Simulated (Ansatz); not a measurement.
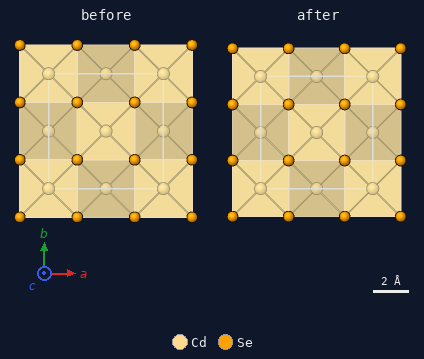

The structure of crystalline CdSe₂ (built on the CaF2-225 type type) before (left) and after (right) a relaxation, at one scale.

A polyhedral model of the conventional cell (4 times the calculation's cell), seen along the c axis. Lengths and directions refer to the drawn axes.

Method: Ansatz, DFT, PBEsol, plane waves, PAW.

The input:
```yaml
crystal:
  lattice:
    - [0.0, 3.3734585, 3.3734585]
    - [3.3734585, 0.0, 3.3734585]
    - [3.3734585, 3.3734585, 0.0]
  atoms:
    - { symbol: Cd, position: [0.0, 0.0, 0.0] }
    - { symbol: Se, position: [0.75, 0.75, 0.75] }
    - { symbol: Se, position: [0.25, 0.25, 0.25] }
kpoints:
  mp_grid: { grid: [6, 6, 6] }
hamiltonian:
  xc: pbesol
scf:
  occupations: { method: fermi_dirac, width: 0.03 }
relax:
  f_tol: 0.01
  cell: {}
  max_steps: 120
```

Launched with:
```bash
ansatz run input.yaml --threads 2 --pin off --max-ram 2211MiB --backend cpu --events-out ev --progress --plain --runs-dir out
```

> Describe what moved and what it gained.

No atom moves by more than 0.005 Å relative to the cell. The volume changes by −6.9 %, with a = b = c 6.747 → 6.588 Å (−2.4 %). Among the contacts that change: Cd1–Se2 2.921 → 2.853 Å. The space group stays Fm-3m (No. 225). After 3 accepted moves (4 points after the start) the energy has fallen by 70.4 meV per cell of the calculation. All forces vanish by symmetry, so only the cell relaxes. The pressure goes from −3.96 to −0.01 GPa. At 1 point the geometry stayed and the basis and grid were re-selected for the new cell (energy shift of 0.8 meV per cell of the calculation at most each time). Cost: 20 s on 2 threads of Intel(R) Xeon(R) Processor @ 2.50GHz (Skylake/Cascade Lake), with other jobs on the host, peak memory 0.39 GiB.
